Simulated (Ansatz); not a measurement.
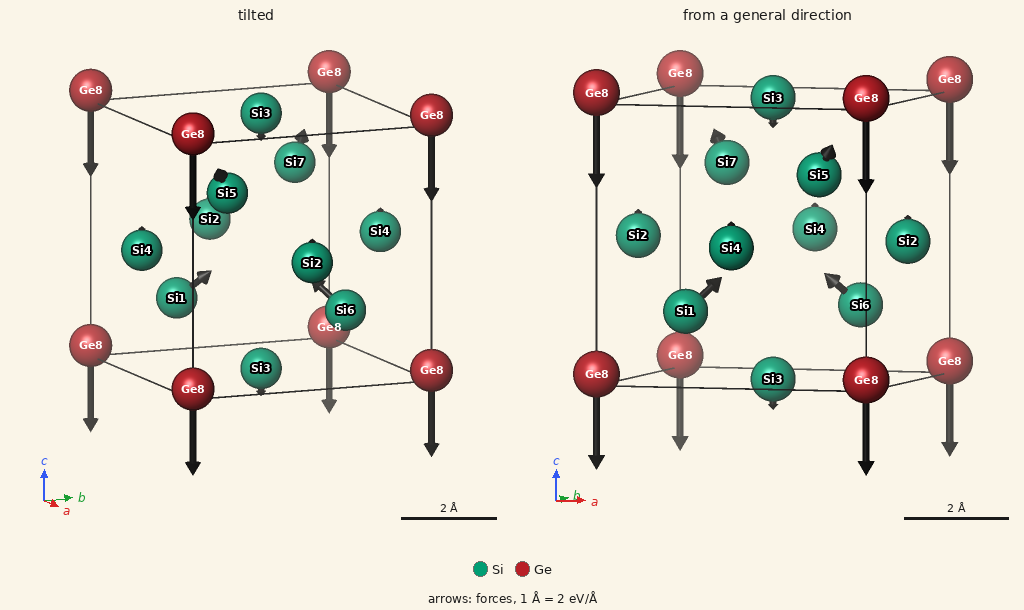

Shown here is a spheres-only view of the crystal, taken slightly off an axis and from a general direction. Atoms at the boundary of the simulation cell (the box) are drawn once for each face, edge or corner they touch. The arrows are the computed forces on the atoms.

System: Si7Ge. Results below were computed with DFT r2SCAN, scalar-relativistic, plane waves, PAW (Ansatz 0.2.0); the settings were wavefunction cutoff 500 eV, k-point mesh 6×6×6, Gaussian smearing of 0.05 eV, no spin polarisation.

Is the structure at rest?

Answer. No. The atoms still feel forces of up to about 2.9 eV/Å, far above a usual threshold of 0.01 to 0.03 eV/Å.

On which atom is the force largest?

Answer. Ge8, about 2.9 eV/Å.

The model was built from a structure listed in the Materials Project. The cell was then strained or its atoms displaced on purpose. A calculation with Ansatz used it as input.
